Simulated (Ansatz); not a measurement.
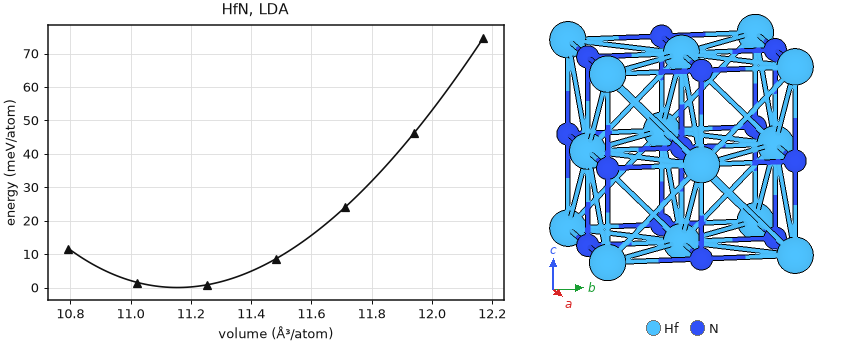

The plot gives the computed energy against volume for HfN, space group Fm-3m (No. 225). The conventional cell is drawn beside the plot.

Starting cell:
```xyz
2
Lattice="0.0000 2.2560 2.2560 2.2560 0.0000 2.2560 2.2560 2.2560 0.0000" Properties=species:S:1:pos:R:3 pbc="T T T"
Hf    0.0000    0.0000    0.0000
N     2.2560    2.2560    2.2560
```

Calculation (Ansatz 0.2.0): all-electron LAPW DFT, no spin polarisation; energies at scaled volumes of the given cell, shape and fractions fixed, counted from the fit's minimum, third-order Birch-Murnaghan fit. Level: LDA.

- k mesh: 10×10×10
- occupations: Fermi–Dirac
- smearing width: 0.05 eV
- potentials: all electron LAPW, scalar relativistic
- program settings: basis error eV/atom 0.001

This calculation gives: equilibrium volume 11.15 Å³/atom and bulk modulus 302 GPa.

Now the level changes from LDA to PBEsol. What happens?

The equilibrium volume rises from 11.15 to 11.40 Å³/atom (+2.2 %) and the bulk modulus falls from 302 to 284 GPa (−6.0 %).

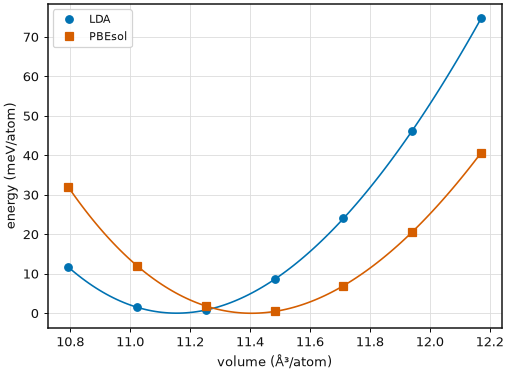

The two results together.

V0 and the bulk modulus come from third-order Birch–Murnaghan fits.
